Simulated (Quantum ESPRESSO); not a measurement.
# CaO (Lime): zone-centre phonons, part 2 of 4

Which modes does CaO (Lime) have at the zone centre?

Quantum ESPRESSO 7.5; DFT LDA, scalar-relativistic, plane waves, PseudoDojo norm-conserving pseudopotentials.

So far. Step 2 (A probe with smearing): A gap of 3.5 eV opens on this mesh, so the crystal is taken as an insulator; the start stands at -7.6 GPa. Step 4 (Ground state): The cell stands at -0.001 GPa, close enough for phonons.

## 5. Linear response at Γ

At q = 0 one unit cell holds all displacements; symmetry groups them into irreducible representations that are solved one by one. The response to a field gives ε∞ and the Born charges, which polar modes need.

The input, ph.in:

```
phonons
&INPUTPH
  prefix = 'x'
  outdir = './tmp'
  fildyn = 'g.dyn'
  tr2_ph = 1.0d-18
  epsil  = .true.
/
0.000000000000 0.000000000000 0.000000000000
```

Launch:

```
$ OMP_NUM_THREADS=1 mpirun -n 4 ph.x -nk 4 -in ph.in > ph.out
```

Log:

```text
[banners, grids, parts of the stress and lines that vanish by symmetry left out]
[banner, memory and clock lines left out]
Program PHONON v.7.5

     ./tmp/x.save/

     IMPORTANT: XC functional enforced from input :
     Exchange-correlation= PW
                           (   1   4   0   0   0   0   0)
     Any further DFT definition will be discarded
     Please, verify this is what you really want

     G-vector sticks info

     Reading collected, re-writing distributed wavefunctions in ./tmp/

     Number and degeneracy of irreps per q-point
       N         xq(1)         xq(2)         xq(3)   N irreps
       1   0.000000000   0.000000000   0.000000000       2
        3   3

     Calculation of q =    0.0000000   0.0000000   0.0000000

     phonons

     bravais-lattice index     =            0
     lattice parameter (alat)  =       6.2858  a.u.
     unit-cell volume          =     175.6198 (a.u.)^3
     number of atoms/cell      =            2
     number of atomic types    =            2
     kinetic-energy cut-off    =      92.0000  Ry
     charge density cut-off    =     368.0000  Ry
     convergence threshold     =      1.0E-18
     beta                      =       0.7000
     number of iterations used =            4
     Exchange-correlation= PW
                           (   1   4   0   0   0   0   0)

     celldm(1)=    6.28583  celldm(2)=    0.00000  celldm(3)=    0.00000
     celldm(4)=    0.00000  celldm(5)=    0.00000  celldm(6)=    0.00000

     crystal axes: (cart. coord. in units of alat)
               a(1) = ( -0.7071  0.0000  0.7071 )
               a(2) = (  0.0000  0.7071  0.7071 )
               a(3) = ( -0.7071  0.7071  0.0000 )

     reciprocal axes: (cart. coord. in units 2 pi/alat)
               b(1) = ( -0.7071 -0.7071  0.7071 )
               b(2) = (  0.7071  0.7071  0.7071 )
               b(3) = ( -0.7071  0.7071 -0.7071 )

     Atoms inside the unit cell:

     Cartesian axes

     site n.  atom      mass           positions (alat units)
        1  Ca     40.0780   tau(    1) = (    0.00000    0.00000    0.00000  )
        2  O      15.9990   tau(    2) = (   -0.70711    0.70711    0.70711  )

     Computing dynamical matrix for
                    q = (   0.0000000   0.0000000   0.0000000 )

     49 Sym.Ops. (with q -> -q+G )

     G cutoff =  368.3103  (  20875 G-vectors)     FFT grid: ( 40, 40, 40)
     number of k points=    29
                       cart. coord. in units 2pi/alat
        k(    1) = (   0.0000000   0.0000000   0.0000000), wk =   0.0039062
        k(    2) = (  -0.0883883   0.0883883  -0.0883883), wk =   0.0312500
        k(    3) = (  -0.1767767   0.1767767  -0.1767767), wk =   0.0312500
        [... further k-points left out ...]

     PseudoPot. # 1 for Ca read from file:
     ./pseudo/Ca.upf
     Pseudo is Norm-conserving + core correction, Zval = 10.0
     Using radial grid of 1724 points,  6 beta functions with:
                l(1) =   0
                l(2) =   0
                l(3) =   1
                l(4) =   1
                l(5) =   2
                l(6) =   2

     PseudoPot. # 2 for O  read from file:
     ./pseudo/O.upf
     Pseudo is Norm-conserving + core correction, Zval =  6.0
     Using radial grid of  926 points,  5 beta functions with:
                l(1) =   0
                l(2) =   0
                l(3) =   1
                l(4) =   1
                l(5) =   2

     Mode symmetry, O_h (m-3m)  point group:

     Electric field:
     Dielectric constant
     Born effective charges as d Force / d E

     Atomic displacements:
     There are    2 irreducible representations

     Representation     1      3 modes -  To be done

     Representation     2      3 modes -  To be done

     Alpha used in Ewald sum =   2.8000

     Electric Fields Calculation

      iter #   1   av.it.:   7.1
      thresh= 1.000E-02 alpha_mix =  0.700 |ddv_scf|^2 =  3.671E-08

      iter #   2   av.it.:  12.9
      thresh= 1.916E-05 alpha_mix =  0.700 |ddv_scf|^2 =  3.990E-09

      iter #   3   av.it.:  12.7
      thresh= 6.317E-06 alpha_mix =  0.700 |ddv_scf|^2 =  1.085E-10

      iter #   4   av.it.:  12.6
      thresh= 1.042E-06 alpha_mix =  0.700 |ddv_scf|^2 =  2.443E-12

      iter #   5   av.it.:  12.3
      thresh= 1.563E-07 alpha_mix =  0.700 |ddv_scf|^2 =  6.589E-14

      iter #   6   av.it.:  12.3
      thresh= 2.567E-08 alpha_mix =  0.700 |ddv_scf|^2 =  2.442E-16

      iter #   7   av.it.:  12.3
      thresh= 1.563E-09 alpha_mix =  0.700 |ddv_scf|^2 =  1.323E-17

      iter #   8   av.it.:  12.5
      thresh= 3.638E-10 alpha_mix =  0.700 |ddv_scf|^2 =  2.027E-20

     End of electric fields calculation

          Dielectric constant in cartesian axis

          (       3.869328008      -0.000000000      -0.000000000 )
          (      -0.000000000       3.869328008      -0.000000000 )
          (      -0.000000000      -0.000000000       3.869328008 )

          Effective charges (d Force / dE) in cartesian axis without acoustic sum rule applied (asr)

           atom    1  Ca    Mean Z*:        2.37862
      Ex  (        2.37862       -0.00000       -0.00000 )
      Ey  (       -0.00000        2.37862        0.00000 )
      Ez  (       -0.00000        0.00000        2.37862 )
           atom    2  O     Mean Z*:       -2.37847
      Ex  (       -2.37847       -0.00000       -0.00000 )
      Ey  (       -0.00000       -2.37847        0.00000 )
      Ez  (       -0.00000        0.00000       -2.37847 )

          Effective charges Sum: Mean:        0.00015
              0.00015       -0.00000       -0.00000
             -0.00000        0.00015        0.00000
             -0.00000        0.00000        0.00015

          Effective charges (d Force / dE) in cartesian axis with asr applied:
           atom    1  Ca    Mean Z*:        2.37854
      E*x (        2.37854        0.00000       -0.00000 )
      E*y (        0.00000        2.37854        0.00000 )
      E*z (        0.00000        0.00000        2.37854 )
           atom    2  O     Mean Z*:       -2.37854
      E*x (       -2.37854       -0.00000        0.00000 )
      E*y (       -0.00000       -2.37854       -0.00000 )
      E*z (       -0.00000       -0.00000       -2.37854 )

     Representation #   1 modes #   1   2   3

     Self-consistent Calculation

      iter #   1   av.it.:   7.5
      thresh= 1.000E-02 alpha_mix =  0.700 |ddv_scf|^2 =  7.594E-07

      iter #   2   av.it.:  12.7
      thresh= 8.714E-05 alpha_mix =  0.700 |ddv_scf|^2 =  1.600E-08

      iter #   3   av.it.:  13.1
      thresh= 1.265E-05 alpha_mix =  0.700 |ddv_scf|^2 =  6.824E-10

      iter #   4   av.it.:  13.0
      thresh= 2.612E-06 alpha_mix =  0.700 |ddv_scf|^2 =  1.331E-11

      iter #   5   av.it.:  13.0
      thresh= 3.648E-07 alpha_mix =  0.700 |ddv_scf|^2 =  2.090E-13

      iter #   6   av.it.:  12.7
      thresh= 4.572E-08 alpha_mix =  0.700 |ddv_scf|^2 =  5.242E-16

[...]
End of self-consistent calculation

     Convergence has been achieved

     Representation #   2 modes #   4   5   6

     Self-consistent Calculation

[...]
iter #   2   av.it.:  12.9
      thresh= 1.185E-04 alpha_mix =  0.700 |ddv_scf|^2 =  1.712E-07

      iter #   3   av.it.:  12.7
      thresh= 4.138E-05 alpha_mix =  0.700 |ddv_scf|^2 =  1.428E-09

      iter #   4   av.it.:  12.5
      thresh= 3.779E-06 alpha_mix =  0.700 |ddv_scf|^2 =  4.004E-12

      iter #   5   av.it.:  12.8
      thresh= 2.001E-07 alpha_mix =  0.700 |ddv_scf|^2 =  2.073E-14

      iter #   6   av.it.:  12.6
      thresh= 1.440E-08 alpha_mix =  0.700 |ddv_scf|^2 =  1.728E-16

      iter #   7   av.it.:  13.3
      thresh= 1.315E-09 alpha_mix =  0.700 |ddv_scf|^2 =  1.001E-18

      iter #   8   av.it.:  12.8
      thresh= 1.001E-10 alpha_mix =  0.700 |ddv_scf|^2 =  5.346E-20

     End of self-consistent calculation

     Convergence has been achieved

     Number of q in the star =    1
     List of q in the star:
          1   0.000000000   0.000000000   0.000000000

          Dielectric constant in cartesian axis

          (       3.869328008      -0.000000000      -0.000000000 )
          (      -0.000000000       3.869328008      -0.000000000 )
          (      -0.000000000      -0.000000000       3.869328008 )

          Effective charges (d Force / dE) in cartesian axis without acoustic sum rule applied (asr)

           atom    1  Ca    Mean Z*:        2.37862
      Ex  (        2.37862       -0.00000       -0.00000 )
      Ey  (       -0.00000        2.37862        0.00000 )
      Ez  (       -0.00000        0.00000        2.37862 )
           atom    2  O     Mean Z*:       -2.37847
      Ex  (       -2.37847       -0.00000       -0.00000 )
      Ey  (       -0.00000       -2.37847        0.00000 )
      Ez  (       -0.00000        0.00000       -2.37847 )

          Effective charges Sum: Mean:        0.00015
              0.00015       -0.00000       -0.00000
             -0.00000        0.00015        0.00000
             -0.00000        0.00000        0.00015

          Effective charges (d Force / dE) in cartesian axis with asr applied:
           atom    1  Ca    Mean Z*:        2.37854
      E*x (        2.37854        0.00000       -0.00000 )
      E*y (        0.00000        2.37854        0.00000 )
      E*z (        0.00000        0.00000        2.37854 )
           atom    2  O     Mean Z*:       -2.37854
      E*x (       -2.37854       -0.00000        0.00000 )
      E*y (       -0.00000       -2.37854       -0.00000 )
      E*z (       -0.00000       -0.00000       -2.37854 )

     Diagonalizing the dynamical matrix

     q = (    0.000000000   0.000000000   0.000000000 )

 **************************************************************************
     freq (    1) =      -0.028903 [THz] =      -0.964104 [cm-1]
     freq (    2) =      -0.028903 [THz] =      -0.964104 [cm-1]
     freq (    3) =      -0.028903 [THz] =      -0.964104 [cm-1]
     freq (    4) =       8.720098 [THz] =     290.871154 [cm-1]
     freq (    5) =       8.720098 [THz] =     290.871154 [cm-1]
     freq (    6) =       8.720098 [THz] =     290.871154 [cm-1]
 **************************************************************************

     Mode symmetry, O_h (m-3m)  point group:

     freq (   1-   3) =         -1.0  [cm-1]   --> T_1u G_15  G_4- I
     freq (   4-   6) =        290.9  [cm-1]   --> T_1u G_15  G_4- I
```

Elapsed: 67 s, on 4 MPI ranks of Intel Xeon Platinum 8488C (Sapphire Rapids), shared host.

Read from the output:

```yaml
miss_of_the_charge_sum_rule: 1.50e-4 e
largest_acoustic_frequency_at_the_zone_centre_before_the_sum_rule: -0.96 cm⁻¹
highest_optical_zone_centre_mode_no_lo_to_term: 290.9 cm⁻¹
lowest_optical_zone_centre_mode: 290.9 cm⁻¹
mean_high_frequency_dielectric_constant: 3.869
largest_born_charge_in_size_third_of_the_trace: 2.379 e
```

Born charge (rows field, columns displacement), before the sum rule (e), principal values of the symmetric part by kind of site:

```tsv
atom	atoms with these values	low	middle	high	mean
Ca1	1	2.38	2.38	2.38	2.38
O2	1	-2.38	-2.38	-2.38	-2.38
```

In full for Ca1:

```
2.38 0.00 0.00
0.00 2.38 0.00
0.00 0.00 2.38
```

High-frequency dielectric tensor:

```
3.87 0.00 0.00
0.00 3.87 0.00
0.00 0.00 3.87
```

The acoustic modes at Γ come out as far as 1.0 cm⁻¹ from zero, where they should vanish, a small numerical error; the Born charges miss their sum rule by 1.5e-4 e, which is good.

## 6. Zone-centre analysis

A rigid shift of the crystal must cost nothing, but grids and finite bases break this; the acoustic sum rule is imposed before the matrix is diagonalised again. With Born charges the intensities follow, and the static dielectric tensor.

The input, dynmat.in:

```
&INPUT
  fildyn = 'g.dyn'
  asr    = 'simple'
  fileig = 'dynmat.eig'
  lperm  = .true.
/
```

Launch:

```
$ dynmat.x -in dynmat.in > dynmat.out
```

Log:

```text
[banner, memory and clock lines left out]
Program DYNMAT v.7.5

     Reading Dynamical Matrix from file g.dyn
     ...Force constants read
     ...epsilon and Z* read
     A direction for q was not specified:TO-LO splitting will be absent

     Polarizability (A^3 units)
     multiply by 0.511132 for Clausius-Mossotti correction
         5.942201   -0.000000   -0.000000
        -0.000000    5.942201   -0.000000
        -0.000000   -0.000000    5.942201

     IR activities are in (D/A)^2/amu units

# mode   [cm-1]    [THz]      IR
    1     -0.00   -0.0000    0.0000
    2     -0.00   -0.0000    0.0000
    3     -0.00   -0.0000    0.0000
    4    290.88    8.7204   11.4150
    5    290.88    8.7204   11.4150
    6    290.88    8.7204   11.4150

Electronic dielectric permittivity tensor (relative, adimensional)
         3.869328   -0.000000   -0.000000
        -0.000000    3.869328   -0.000000
        -0.000000   -0.000000    3.869328

 ... with zone-center polar mode contributions
        14.925956    0.000000    0.000000
         0.000000   14.925956    0.000000
         0.000000    0.000000   14.925956
```

It took 0.74 s on 1 thread.

Numbers from this step:

```
mean static dielectric constant : 14.93
```

Unit eigenvectors of the mass-weighted matrix after the sum rule; no LO-TO term. Modes at Γ, with each element's share of the kinetic energy:

```tsv
mode	frequency (cm⁻¹)	symmetry	Ca %	O %
1	0.0	acoustic	71	29
2	0.0	acoustic	71	29
3	0.0	acoustic	71	29
4	290.9	T1u	29	71
5	290.9	T1u	29	71
6	290.9	T1u	29	71
```

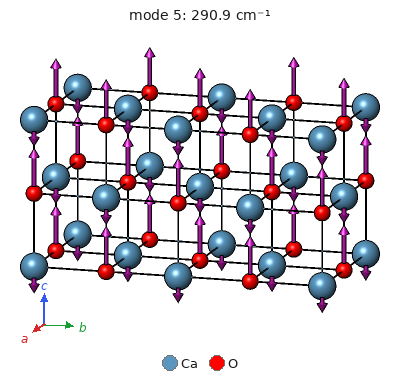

Displacement patterns of mode 5 at Γ; arrows are exaggerated. 1×2×1 conventional cells are drawn. Some periodic images of atoms are drawn too.

Degenerate modes summed, no LO-TO term. Infrared lines, with heights relative to the strongest:

```tsv
position (cm⁻¹)	lines merged	label	IR intensity, relative
291	3	T1u	100
```

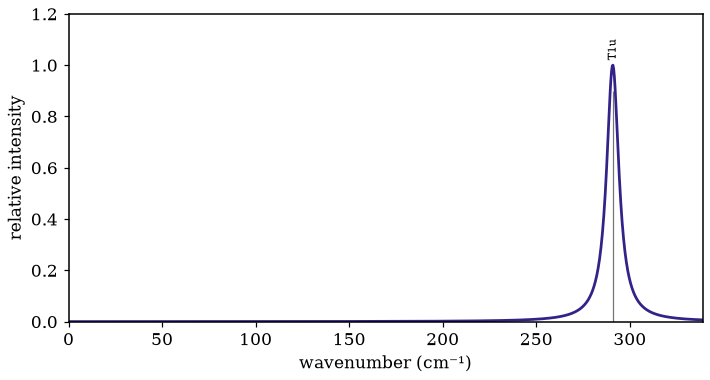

The infrared spectrum, broadened with Lorentzians of width 8 cm⁻¹; bars mark the lines.

Static dielectric tensor (ions relaxed, fixed cell):

```
14.93  0.00  0.00
 0.00 14.93  0.00
 0.00  0.00 14.93
```

The rule moves no optical mode by more than 0.1 cm⁻¹.

## 7. Modes along a direction of q (1 0 0)

A longitudinal polar mode sets up a macroscopic field that stiffens it; the term hangs on the direction from which q goes to zero.

The input, dynmat.in:

```
&INPUT
  fildyn = 'g.dyn'
  asr    = 'simple'
  fileig = 'dynmat.eig'
  q(1)   = 1.0
  q(2)   = 0.0
  q(3)   = 0.0
/
```

Launch:

```
$ dynmat.x -in dynmat.in > dynmat.out
```

Log:

```text
[banner, memory and clock lines left out]
Program DYNMAT v.7.5

     Reading Dynamical Matrix from file g.dyn
     ...Force constants read
     ...epsilon and Z* read

     Polarizability (A^3 units)
     multiply by 0.511132 for Clausius-Mossotti correction
         5.942201   -0.000000   -0.000000
        -0.000000    5.942201   -0.000000
        -0.000000   -0.000000    5.942201

     IR activities are in (D/A)^2/amu units

# mode   [cm-1]    [THz]      IR
    1     -0.00   -0.0000    0.0000
    2     -0.00   -0.0000    0.0000
    3      0.00    0.0000    0.0000
    4    290.88    8.7204   11.4150
    5    290.88    8.7204   11.4150
    6    571.31   17.1273   11.4150
```

Elapsed: 0.73 s, on 1 thread.

Read from the output:

```yaml
highest_mode_moved_by_the_lo_to_term: 571.3 cm⁻¹
```

Zone-centre frequencies as printed; negative means imaginary. Modes:

```tsv
mode	frequency (cm⁻¹)
1	0
2	0
3	0
4	290.9
5	290.9
6	571.3
```

The field moves one mode, from 291 to 571 cm⁻¹; the others stay.

## 8. Self-consistent run for the response, volume × 0.94

Bonds stiffen under compression, so frequencies follow the volume; the atoms are not relaxed anew.

The input, scf.in:

```
&CONTROL
  calculation = 'scf'
  prefix      = 'x'
  outdir      = './tmp'
  pseudo_dir  = './pseudo'
  tprnfor     = .true.
  tstress     = .true.
/
&SYSTEM
  ibrav       = 0
  nat         = 2
  ntyp        = 2
  ecutwfc     = 92.0
  occupations = 'fixed'
  nbnd        = 10
/
&ELECTRONS
  conv_thr         = 1.0d-12
  mixing_beta      = 0.7
  electron_maxstep = 100
/
ATOMIC_SPECIES
 Ca     40.0780  Ca.upf
 O      15.9990  O.upf
CELL_PARAMETERS angstrom
    -2.304048509    0.000000000    2.304048509
     0.000000000    2.304048509    2.304048509
    -2.304048509    2.304048509    0.000000000
ATOMIC_POSITIONS crystal
 Ca     0.000000000   0.000000000   0.000000000
 O      0.500000000   0.500000000   0.500000000
K_POINTS automatic
 8 8 8 0 0 0
```

Launch:

```
$ OMP_NUM_THREADS=1 mpirun -n 4 pw.x -nk 4 -in scf.in > scf.out
```

Log:

```text
[banners, grids, parts of the stress and lines that vanish by symmetry left out]
[banner, memory and clock lines left out]
Program PWSCF v.7.5

[...]
kinetic-energy cutoff     =      92.0000  Ry
     charge density cutoff     =     368.0000  Ry
     scf convergence threshold =      1.0E-12
[...]
Exchange-correlation= SLA  PW   NOGX NOGC
                           (   1   4   0   0   0   0   0)
[...]
48 Sym. Ops., with inversion, found
[...]
number of k points=    29
[...]
End of self-consistent calculation
[...]
highest occupied, lowest unoccupied level (ev):     8.8897   12.2878
!    total energy              =    -110.66420091 Ry
[...]
convergence has been achieved in  14 iterations
[...]
atom    1 type  1   force =     0.00000000    0.00000000    0.00000000
     atom    2 type  2   force =    -0.00000000   -0.00000000    0.00000000
     Total force =     0.000000     Total SCF correction =     0.000000
[...]
total   stress  (Ry/bohr**3)                   (kbar)     P=       91.51
[...]
XML data file, charge density, pseudopotentials, collected wavefunctions
```

Wall time 5.3 s (4 MPI ranks).

Numbers from this step:

```
volume per atom   : 12.23 Å³
pressure          : 9.151 GPa
gap on the k-mesh : 3.398 eV
```

(Part 2 of 4 ends here.)

[Host names and launcher messages were left out of these logs when they were recorded.]

[Logs are printed without paths, hosts, clocks, repeated set-up lines and the standing remarks that a program may print on its own settings, such as how far it seeks lower states.]

[Hosts, paths, dates, database ids (printed as entryN), source tags and the programs' standing remarks are cut or masked in the printed files.]
